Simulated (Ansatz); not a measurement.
Single-point calculation of Si

- system: Si (C2/m, 2 atoms in the cell)
- method: DFT LDA, scalar-relativistic, plane waves, PAW, no spin polarisation (Ansatz 0.2.0)

The structure derives from a Materials Project entry. It belongs to a series of runs on one base structure; here: mode 6 (296.2 1/cm) frozen in, largest displacement +0.175 A. Figures and captions count atoms from 1; the log counts them from 0 in places.

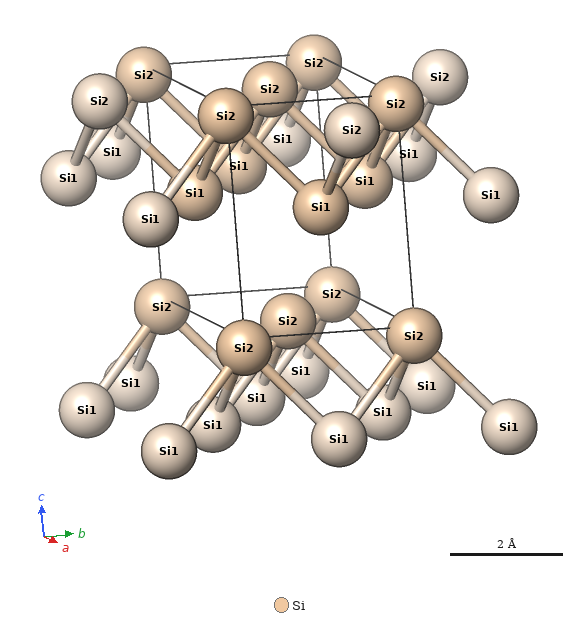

*The input geometry (ball-and-stick view of the cell 2 times as large as that of the calculation, set on its symmetry axes, seen slightly off an axis; neighbours outside the cell are drawn fainter; atoms are numbered from 1 in the order of the input). An atom can appear more than once, as a periodic image.*

Near neighbours in the periodic cell (some may lie outside the picture): Si has 3 Si at 2.32 to 2.41 Å.

## Summary

- outcome: converged
- space group (tolerance 0.01 Å): C2/m (12)
- electrons treated: 8
- free energy: −1216.1872 eV
- Fermi energy: 10.886 eV
- gap on the k-point mesh: none (metallic)
- pressure: 8.45 GPa
- largest force (length of the vector): 2.099 eV/Å
- hardware: 2 threads of Arm Neoverse V2, 24 GiB of memory available, shared host
- wall time: 16 s (CPU time 32 s)
- peak memory: 0.76 GiB

## Input file
```yaml
crystal:
  lattice:
    - [-1.6356629409, -1.6356629409, 1.3048122898]
    - [-1.6356629409, 1.6356629409, 1.3048122898]
    - [-3.2713258818, 0.0, -2.6096245796]
  atoms:
    - { symbol: Si, position: [0.5145838181, 0.5145838181, 0.4574318] }
    - { symbol: Si, position: [-0.0145838181, -0.0145838181, 0.0425682] }
basis:
  ecutwfc: 420
kpoints:
  mp_grid: { grid: [24, 24, 14] }
hamiltonian:
  xc: lda
scf:
  occupations: { method: gaussian, width: 0.15 }
output:
  forces: true
  stress: true
  eigenvalues: true
  write_density: true
  write_potential: true
  elf: true
  volumetric_format: npy
```

Run as:
```bash
ansatz run input.yaml --threads 2 --pin off --max-ram 5120MiB --backend cpu --events-out ev --progress --plain --runs-dir out
```

## Output
```
Engine: ansatz 0.2.0, aarch64-unknown-linux-gnu
Pseudopotentials: kind: paw
Pseudopotential: Si, paw, valence charge 4, recommended cutoff 420 eV (normal), Si.paw.azcp
Functional definition: SPW92
  exchange = slater_x
  correlation = pw_c
Crystal: 2 atoms, lattice volume = 27.927 Å³
Basis set: ecut = 420 eV, 543 PW (Γ)
Bands: 8, of which v1, the nominal top of the filled ones, is band 4 counted from 1 (3 counted from 0)
Symmetry: 4 space group operations
Space group: C2/m (ITA 12), of the structure as read, at distance tolerance 3.0e-5 Å
k-points: 2114 of 8064
Non-local potential: Si, projectors of the file, l = 0: 2, l = 1: 2, l = 2: 2
PAW form: soft (Blöchl's): semilocal exchange-correlation on the pseudo side does not see the compensation charge
PAW frozen core: Si, regenerated for the run's functional, and the local potential with it (the file was generated under x = pbe(κ = 0.804, μ = 0.2195149727645171), c = pbe(β = 0.06672455060314922))
PAW one-centre angular grid: Si, 110 points (default); XC on 64 Gauss nodes
Initial density: superposition of atomic densities (neutral atoms: chi_scale 0, normalization atom), corrected by the library's trained network
Initial wavefunctions: pseudopotential atomic-orbital guess
Functional: x = slater, c = lda
SCF iter   1: F=—  HF=-1216.188731 eV  |F-HF|=—  |Δ(HF+E_count)|=         —  Δρ=4.34e-3  dr2=4.36e-3  ethr=1.77e-3  ⟨swp⟩=5.0  Hψ=132387  notcnv=0
preconditioner: auto → none  [metal: Δε(μ)=0.002 eV  Ē_g=10.428 eV  σ=0.150 eV  W_gap=0.01  n_scr=2 (ndim 8)  ℏωp=19.9 eV  f_vac=0.000  D(μ)=0.83/eV (n_scr^D=2)  sad-step TF]
SCF iter   2: F=—  HF=-1216.187759 eV  |F-HF|=—  |Δ(HF+E_count)|=   9.72e-4  Δρ=2.51e-3  dr2=1.46e-3  ethr=5.44e-5  ⟨swp⟩=1.0  Hψ=33827  notcnv=0
SCF iter   3: F=—  HF=-1216.187229 eV  |F-HF|=—  |Δ(HF+E_count)|=   5.30e-4  Δρ=3.40e-4  dr2=1.04e-4  ethr=1.82e-5  ⟨swp⟩=2.0  Hψ=24980  notcnv=0
SCF iter   4: F=—  HF=-1216.187197 eV  |F-HF|=—  |Δ(HF+E_count)|=   3.26e-5  Δρ=8.08e-5  dr2=7.48e-7  ethr=1.30e-6  ⟨swp⟩=2.2  Hψ=22159  notcnv=0
SCF iter   5: F=—  HF=-1216.187197 eV  |F-HF|=—  |Δ(HF+E_count)|=   1.94e-7  Δρ=1.90e-5  dr2=2.21e-7  ethr=9.35e-9  ⟨swp⟩=2.0  Hψ=24846  notcnv=0
SCF iter   6: F=-1216.187197 eV  HF=-1216.187197 eV  |F-HF|=1.36e-9  |Δ(HF+E_count)|=   6.19e-8  Δρ=2.10e-6  dr2=1.95e-9  ethr=1.25e-9  ⟨swp⟩=8.8  Hψ=98057  notcnv=0
SCF 1 converged in 6 iterations: F = -1216.187197 eV  dr2 = 1.95e-9
  greatest PAW one-centre occupation: 0.681 electrons in one spin orbital (limit 2), on the Si atom at site 1 (counted from 0), in its partial waves of l = 0
```

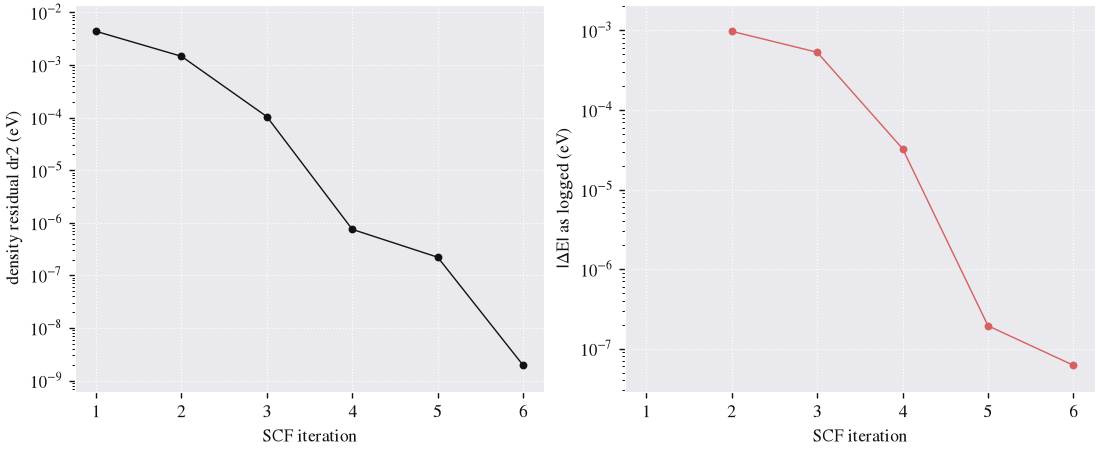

*Convergence of the self-consistent field: density residual dr2 and size of the energy change against the SCF iteration.*

The residual falls at every step.

```
SCF converged after 6 iterations
Free energy (F): -1216.187197 eV
Harris-Foulkes:  -1216.187197 eV  (|F-HF|=1.36e-9)
Internal energy: -1216.177908 eV  (E = F + TS)
E sigma→0 (E₀):  -1216.182552 eV
Entropy (-TS):   -0.009289 eV (-4.644 meV/atom)
Fermi energy:    10.886002 eV
--- Per-component energies (eV) ---
  E_band       = 39.682482
  E_kinetic    = 86.249695
  E_local      = -5.995408  (includes V_loc(G=0)·N_el)
  E_nonlocal   = 53.854203
  E_hartree    = 4.467592
  E_xc         = -112.875826
  E_vxc        = -98.386079  (∫ρ·V_xc dr)
  E_paw        = -971.450711  (= ΣΔE_a)
  E_vpaw       = -4.975006  (= ΣTr[D̂ρ^β])
  E_aug_tail   = 0.000013  (compensation charges beyond the density's cutoff)
  E_ewald      = -270.596127
  E_core_change = 0.168661  (= ΣΔE_core)
  E_smearing   = -0.009289  (= −TS)
  E_closure    = 0.000000  (closes the sum)
  Σ components = -1216.187197   (vs F -1216.187197, Δ=0.00e0)
--- Forces (eV/Å), atoms counted from 1 ---
  atom   1  Si    -0.98968302     0.00000000    -1.85076183
  atom   2  Si     0.98968302     0.00000000     1.85076183
  max |Σ_I F_I| component: 0.00e0 eV/Å
--- Stress (GPa, compression-positive) ---
        6.200669       0.000000      -0.355588
        0.000000       6.013035       0.000000
       -0.355588       0.000000      13.137499
  P = ⅓ Tr σ = 8.4504 GPa (84.504 kbar)
--- Band table (eV; the first three rows and the last of 2114) ---
  k-point 0: bands = ["-4.1434", "4.9107", "4.9128", "14.9726", "16.5770", "16.7857", "19.4128", "20.7162"]
  k-point 1: bands = ["-4.1069", "3.7968", "6.1089", "14.9735", "16.6090", "16.7970", "19.3965", "20.2247"]
  k-point 2: bands = ["-3.9991", "2.7707", "7.3824", "14.9807", "16.6847", "16.8313", "19.3243", "19.7109"]
  k-point 2113: bands = ["4.2163", "4.4288", "8.7713", "8.8781", "9.3202", "11.5845", "11.8329", "13.2367"]
```

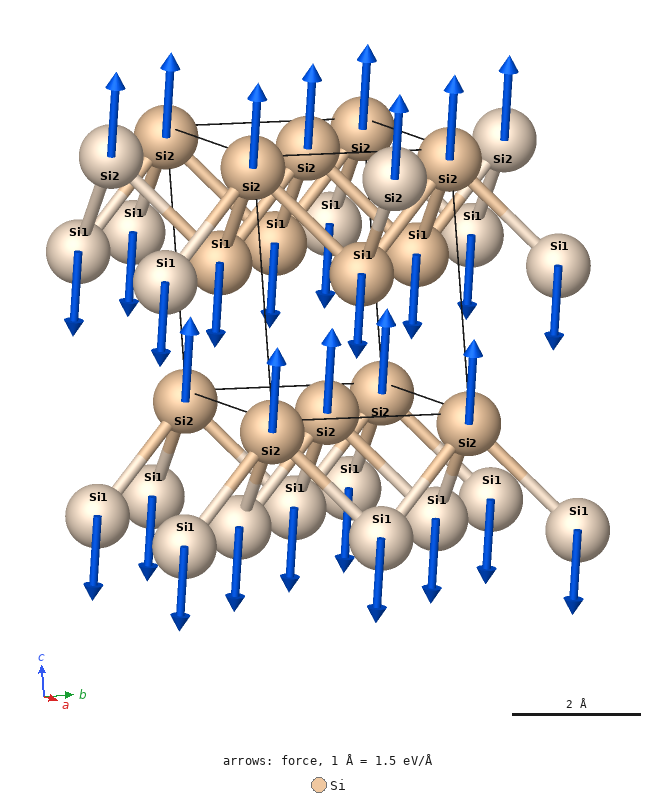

*Forces on the atoms as blue arrows (ball-and-stick view of the cell 2 times as large as that of the calculation, set on its symmetry axes, seen slightly off an axis; neighbours outside the cell are drawn fainter; atoms are numbered from 1 in the order of the input).*

The largest act on Si1, Si2 (2.10 eV/Å). The geometry is not a stationary point of this energy.

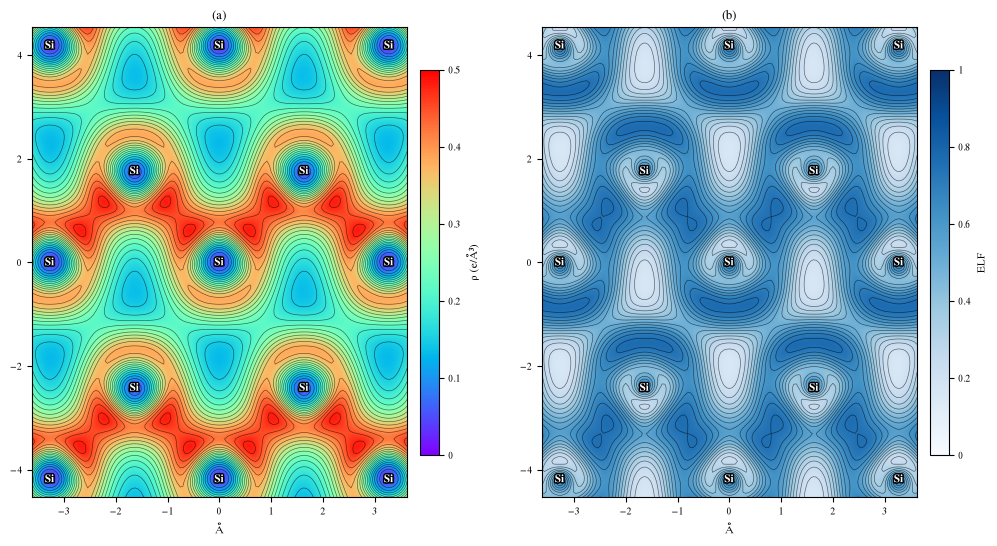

*(a) valence charge density (pseudo); (b) ELF on the (100) plane of the conventional cell.*

Away from the nuclei the density in this plane falls to 0.13 e/Å³ at its lowest. Core electrons are frozen (PAW), so the fields are smoothed inside the atomic spheres.

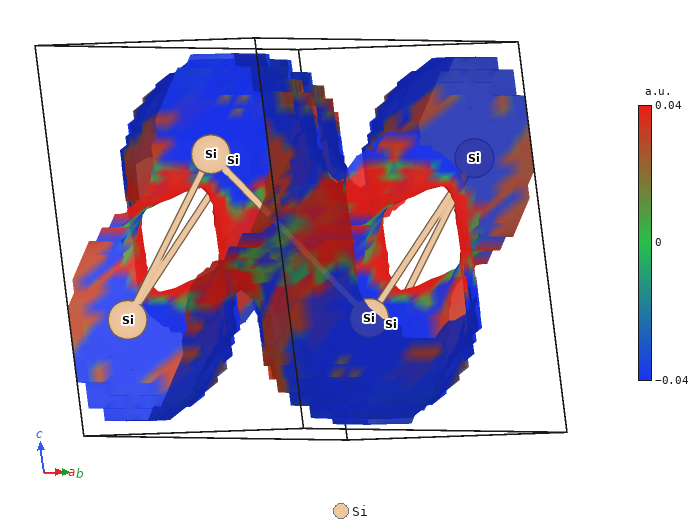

*Non-covalent interaction (NCI) plot: the surface where the reduced density gradient is 0.6, for densities under 0.05 a.u., coloured by sign(λ₂)ρ; seen at an oblique angle. The outline is the cell set on symmetry axes.*
